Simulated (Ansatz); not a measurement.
**Rh: single-point calculation**

System: Rh (2 atoms in the cell).
Method: DFT PBEsol, scalar-relativistic, plane waves, PAW, no spin polarisation (Ansatz 0.2.0).

The structure derives from a Materials Project entry. It belongs to a series of runs on one base structure; here: atom 1 (Rh) moved by (-0.300, -0.150) A along y and z. Figures and captions count atoms from 1; the log counts them from 0 in places.

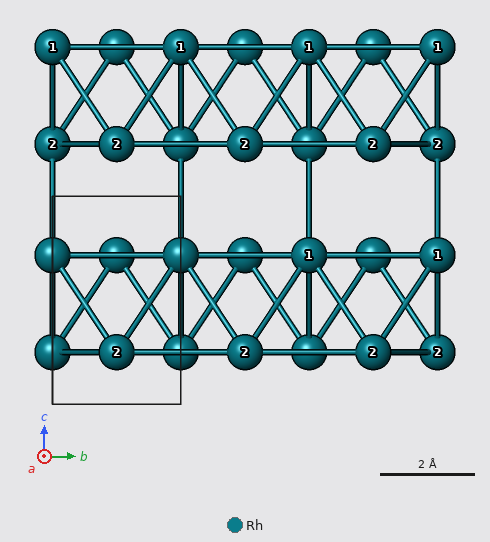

Fig. 1: The input geometry (ball-and-stick view of the cell 2 times as large as that of the calculation, set on its symmetry axes, repeated 1 × 3 × 2, along the a axis; atoms are numbered from 1 in the order of the input). An atom can appear more than once, as a periodic image.

Key numbers:

```tsv
quantity	value
outcome	converged
space group (tolerance 0.01 Å)	C2/m (12)
electrons treated	34
free energy	−12677.0728 eV
Fermi energy	21.242 eV
gap on the k-point mesh	none (metallic)
pressure	−7.32 GPa
largest force (length of the vector)	2.030 eV/Å
hardware	1 thread of Intel Xeon @ 2.70GHz, 189 GiB of memory available, shared host
wall time	30 s
peak memory	0.71 GiB
```

Input file:
```yaml
crystal:
  lattice:
    - [2.7309790422, 0.0, 0.0]
    - [-1.3654895211, 2.3650972278, 0.0]
    - [0.0, 0.0, 4.428489]
  atoms:
    - { symbol: Rh, position: [0.6032443269, 0.2064886538, 0.7161284018] }
    - { symbol: Rh, position: [0.3333333333, 0.6666666667, 0.25] }
basis:
  ecutwfc: 420
kpoints:
  mp_grid: { grid: [18, 18, 12] }
hamiltonian:
  xc: pbesol
scf:
  occupations: { method: gaussian, width: 0.15 }
output:
  forces: true
  stress: true
  eigenvalues: true
  write_density: true
  write_potential: true
  elf: true
  volumetric_format: npy
```

Launched with:
```bash
ansatz run input.yaml --threads 1 --pin off --max-ram 2560MiB --backend cpu --events-out ev --progress --plain --runs-dir out
```

Output:
```
Engine: ansatz 0.2.0, x86_64-unknown-linux-gnu
Pseudopotentials: kind: paw
Pseudopotential: Rh, paw, valence charge 17, recommended cutoff 420 eV (normal), Rh.paw.azcp
Functional definition: PBEsol
  exchange = pbesol_x
  correlation = pbesol_c
Crystal: 2 atoms, lattice volume = 28.604 Å³
Basis set: ecut = 420 eV, 573 PW (Γ), exchange–correlation on 40×40×60 points (8 copies of the dense FFT grid, shifted against one another)
Bands: 21, of which v1, the nominal top of the filled ones, is band 17 counted from 1 (16 counted from 0)
Symmetry: 4 space group operations
Space group: C2/m (ITA 12), of the structure as read, at distance tolerance 3.1e-5 Å
k-points: 1037 of 3888
Non-local potential: Rh, projectors of the file, l = 0: 3, l = 1: 2, l = 2: 2, l = 3: 1
PAW form: soft (Blöchl's): semilocal exchange-correlation on the pseudo side does not see the compensation charge
PAW frozen core: Rh, regenerated for the run's functional, and the local potential with it (the file was generated under x = pbe(κ = 0.804, μ = 0.2195149727645171), c = pbe(β = 0.06672455060314922))
PAW one-centre angular grid: Rh, 590 points (default); XC on 64 Gauss nodes
Initial density: superposition of atomic densities (neutral atoms: chi_scale 0, normalization atom), corrected by the library's trained network
Initial wavefunctions: pseudopotential atomic-orbital guess
Functional: x = pbesol(κ = 0.804, μ = 0.12345679012345678), c = pbesol(β = 0.046)
SCF iter   1: F=—  HF=-12677.079518 eV  |F-HF|=—  |Δ(HF+E_count)|=         —  Δρ=1.36e-2  dr2=3.09e-2  ethr=1.77e-3  ⟨swp⟩=4.7  Hψ=82157  notcnv=0
preconditioner: auto → none  [metal: Δε(μ)=0.000 eV  Ē_g=7.256 eV  σ=0.150 eV  W_gap=0.00  n_scr=8 (ndim 8)  ℏωp=29.5 eV  f_vac=0.000  D(μ)=3.95/eV (n_scr^D=54)  sad-step TF]
SCF iter   2: F=—  HF=-12677.075228 eV  |F-HF|=—  |Δ(HF+E_count)|=   4.29e-3  Δρ=6.75e-3  dr2=8.26e-3  ethr=9.10e-5  ⟨swp⟩=1.5  Hψ=35456  notcnv=0
SCF iter   3: F=—  HF=-12677.072781 eV  |F-HF|=—  |Δ(HF+E_count)|=   2.45e-3  Δρ=5.91e-4  dr2=4.25e-5  ethr=2.43e-5  ⟨swp⟩=2.0  Hψ=30761  notcnv=0
SCF iter   4: F=—  HF=-12677.072811 eV  |F-HF|=—  |Δ(HF+E_count)|=   2.92e-5  Δρ=3.00e-4  dr2=1.12e-5  ethr=1.25e-7  ⟨swp⟩=2.0  Hψ=37568  notcnv=0
SCF iter   5: F=—  HF=-12677.072808 eV  |F-HF|=—  |Δ(HF+E_count)|=   2.75e-6  Δρ=5.53e-5  dr2=1.09e-6  ethr=3.28e-8  ⟨swp⟩=2.0  Hψ=30778  notcnv=0
SCF iter   6: F=—  HF=-12677.072808 eV  |F-HF|=—  |Δ(HF+E_count)|=   1.84e-7  Δρ=2.58e-5  dr2=2.33e-7  ethr=3.21e-9  ⟨swp⟩=2.0  Hψ=31022  notcnv=0
SCF iter   7: F=-12677.072808 eV  HF=-12677.072808 eV  |F-HF|=1.96e-8  |Δ(HF+E_count)|=   4.17e-8  Δρ=9.13e-6  dr2=2.63e-8  ethr=2.94e-10  ⟨swp⟩=7.1  Hψ=125351  notcnv=0
SCF 1 converged in 7 iterations: F = -12677.072808 eV  dr2 = 2.63e-8
  greatest PAW one-centre occupation: 1.000 electrons in one spin orbital (limit 2), on the Rh atom at site 1 (counted from 0), in its partial waves of l = 0
SCF converged after 7 iterations
Free energy (F): -12677.072808 eV
Harris-Foulkes:  -12677.072808 eV  (|F-HF|=1.96e-8)
Internal energy: -12677.027440 eV  (E = F + TS)
E sigma→0 (E₀):  -12677.050124 eV
Entropy (-TS):   -0.045367 eV (-22.684 meV/atom)
Fermi energy:    21.241825 eV
--- Per-component energies (eV) ---
  E_band       = -207.960550
  E_kinetic    = 1145.027409
  E_local      = -3271.881943  (includes V_loc(G=0)·N_el)
  E_nonlocal   = 713.547241
  E_hartree    = 1151.842980
  E_xc         = -440.302983
  E_vxc        = -554.698667  (∫ρ·V_xc dr)
  E_paw        = -7047.894738  (= ΣΔE_a)
  E_vpaw       = -543.642819  (= ΣTr[D̂ρ^β])
  E_aug_tail   = 0.001651  (compensation charges beyond the density's cutoff)
  E_ewald      = -4927.919455
  E_core_change = 0.552399  (= ΣΔE_core)
  E_smearing   = -0.045367  (= −TS)
  E_closure    = 0.000000  (closes the sum)
  Σ components = -12677.072808   (vs F -12677.072808, Δ=0.00e0)
--- Forces (eV/Å), atoms counted from 1 ---
  atom   1  Rh     0.00000000     1.24951986     1.60005043
  atom   2  Rh     0.00000000    -1.24951986    -1.60005043
  max |Σ_I F_I| component: 0.00e0 eV/Å
--- Stress (GPa, compression-positive) ---
      -13.436014       0.000000       0.000000
        0.000000      -5.626828       6.775241
        0.000000       6.775244      -2.905449
  P = ⅓ Tr σ = -7.3228 GPa (-73.228 kbar)
--- Band table (eV; the first three rows and the last of 1037) ---
  k-point 0: bands = ["-57.5645", "-57.4323", "-25.8814", "-25.2210", "-25.0876", "-25.0737", "-25.0674", "-25.0619", "13.3854", "15.2591", "17.7639", "18.3011", "18.4276", "18.5523", "18.8989", "19.2907", "20.2553", "20.6643", "21.8438", "21.9966", "29.2199"]
  k-point 1: bands = ["-57.5630", "-57.4339", "-25.8712", "-25.2208", "-25.0873", "-25.0830", "-25.0676", "-25.0637", "13.4536", "15.2712", "17.7465", "18.2870", "18.3972", "18.5214", "18.9360", "19.2859", "20.3040", "20.6995", "21.7190", "21.8182", "29.5710"]
  k-point 2: bands = ["-57.5585", "-57.4385", "-25.8416", "-25.2221", "-25.1087", "-25.0866", "-25.0685", "-25.0683", "13.6534", "15.3035", "17.7004", "18.2639", "18.3217", "18.4406", "18.9657", "19.3267", "20.4323", "20.7896", "21.0614", "21.7133", "30.4828"]
  k-point 1036: bands = ["-57.4782", "-57.3957", "-25.7153", "-25.5395", "-25.4583", "-25.3340", "-25.2734", "-25.1440", "15.9112", "16.5091", "16.6297", "17.3052", "18.2506", "18.6581", "18.9017", "20.2447", "21.3843", "22.0148", "23.8728", "29.2516", "30.7204"]
```

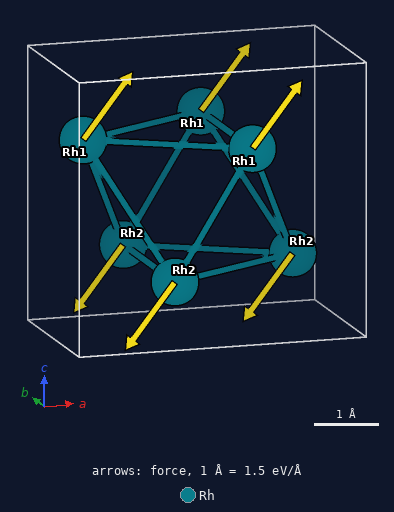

Fig. 2: Forces on the atoms as yellow arrows (ball-and-stick view of the cell 2 times as large as that of the calculation, set on its symmetry axes, seen slightly off an axis; atoms are numbered from 1 in the order of the input). The largest act on Rh1, Rh2 (2.03 eV/Å). The geometry is not a stationary point of this energy.

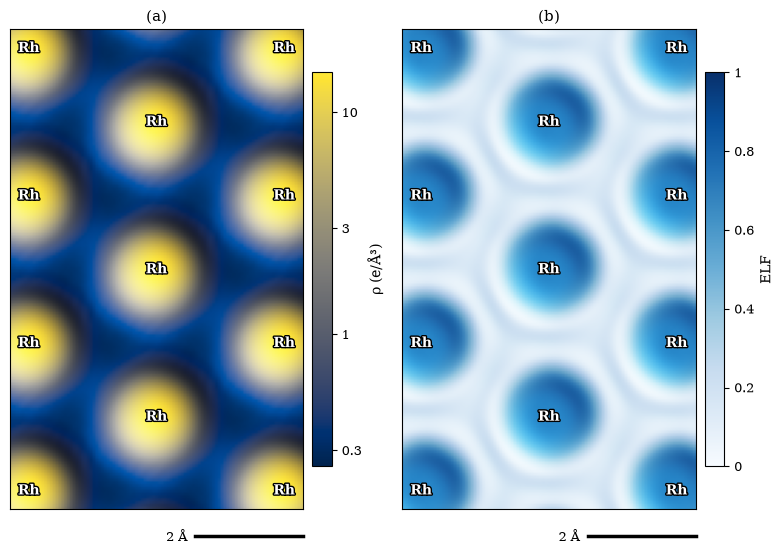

Fig. 3: (a) valence pseudo-density; (b) electron localisation function on the (001) plane of the conventional cell. Rh–Rh (2.73 Å): the density is about 0.34 e/Å³ at the midpoint; the ELF is about 0.25 at the midpoint; no shared electron pair. Away from the nuclei the density in this plane falls to 0.25 e/Å³ at its lowest. The strong features right at Rh lie inside the PAW spheres (semicore, d or f shells) and say nothing about bonding. In a PAW calculation such maps are meaningful between the atoms, not at the nuclei.

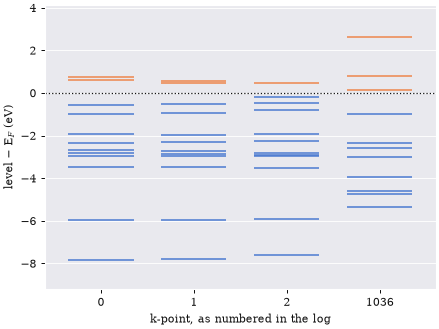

Fig. 4: Kohn–Sham levels near the Fermi level (dotted) at the few k-points that the log prints; levels within 0.02 eV of each other stand side by side. The system is metallic on the full mesh.
